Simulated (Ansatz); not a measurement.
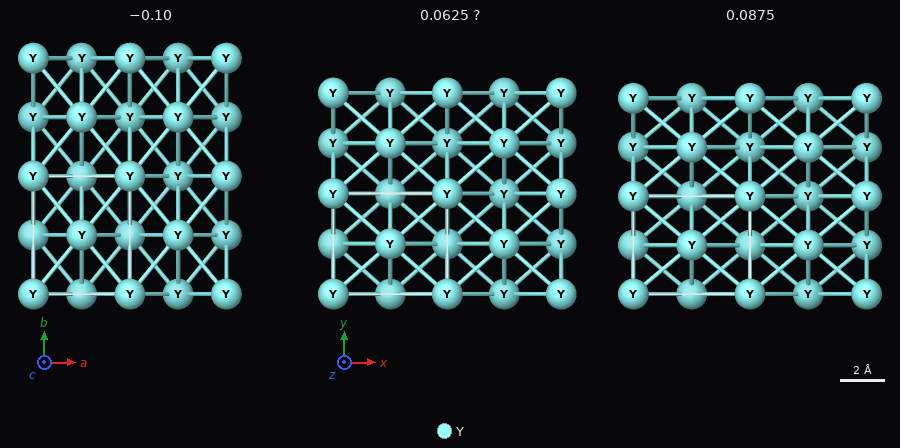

A scan of crystalline Y (Fm-3m): the cell is strained along x and oppositely along y, with the atoms kept at their fractional coordinates. x, y and z are the Cartesian axes of the input. A ball-and-stick model of the conventional cell (4 times the calculation's cell), repeated 2 × 2 × 1 with one cell outlined, seen along the c axis. Lengths and directions refer to the drawn axes.

Method: Ansatz, DFT PBEsol, scalar-relativistic, plane waves, PAW. Settings: plane-wave cutoff 420 eV; k-point mesh 16 × 16 × 16; occupations gaussian; smearing width 0.15 eV; no spin polarisation. Energies (free energies at the smearing named) are counted from the cell as listed in its source, which wasn't relaxed.

```csv
strain,ΔE (meV/atom)
−0.1000,55.4
−0.0500,14.4
0.0000,0.0
0.0125,0.9
0.0250,3.6
0.0375,8.1
0.0625,?
0.0750,31.9
0.0875,42.9
```

> Estimate the missing energy from the other rows, and compare with the calculation.

A straight line between the two neighbours gives 24.0 meV/atom. A cubic through the four nearest rows (0.0250, 0.0375, 0.0750, 0.0875) gives, with Lagrange weights, (−0.2000)(3.6) + (0.5000)(8.1) + (1.0000)(31.9) + (−0.3000)(42.9) = 22.4 meV/atom. The calculation gives 22.3 meV/atom, so the cubic is 0.1 meV/atom too high and the straight line 1.7 meV/atom too high, as the curve bends upwards here.

The whole profile:

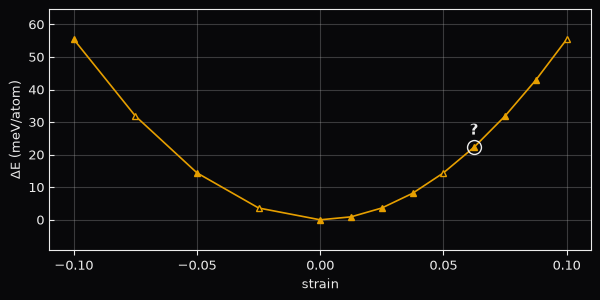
